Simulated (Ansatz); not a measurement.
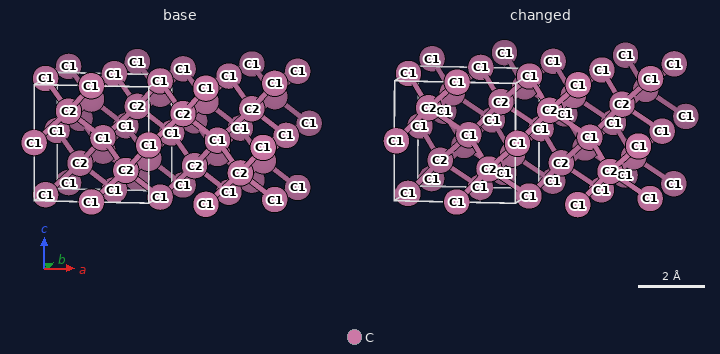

Left: a crystal of C (set up in Fd-3m) in its unrelaxed database cell. Right: the same structure after one change, at the same scale. A ball-and-stick model of the conventional cell (4 times the calculation's cell), repeated 2 × 2 × 1 with one cell outlined, seen slightly off an axis. Lengths and directions refer to the drawn axes.

The calculation used DFT PBE, scalar-relativistic, plane waves, PAW in Ansatz. (plane-wave cutoff 420 eV; k-point mesh 12 × 12 × 12; occupations gaussian; smearing width 0.02 eV; no spin polarisation)

**What was changed?**

The cell is strained by +5.7 % along a, +5.0 % along [0 1 1], +1.0 % along [0 1 −1] (volume +12.0 %) and atoms are displaced by 0.06 Å relative to the cell: C2 0.06 Å along −a. No relaxation follows.

**How do the computed properties respond?**

The energy rises by 227 meV per atom. Pressure: 1.8 GPa before, −36.6 GPa after. The principal stresses (compression positive) are −7.0 GPa along [0 1 −1], −50.2 GPa along [0 1 1], −52.6 GPa along a. The largest forces, 3.6 eV/Å, act on C1 and C2; on C1 it points along −a. The forces point straight back along the displacements (cosine −1.00). The gap on the k-mesh goes from 4.16 to 1.58 eV. Among the bonded contacts that change: C–C 1.544 → 1.555 to 1.663 Å. The space group (tolerance 0.01 Å) goes from Fd-3m (No. 227) to Imma (No. 74).
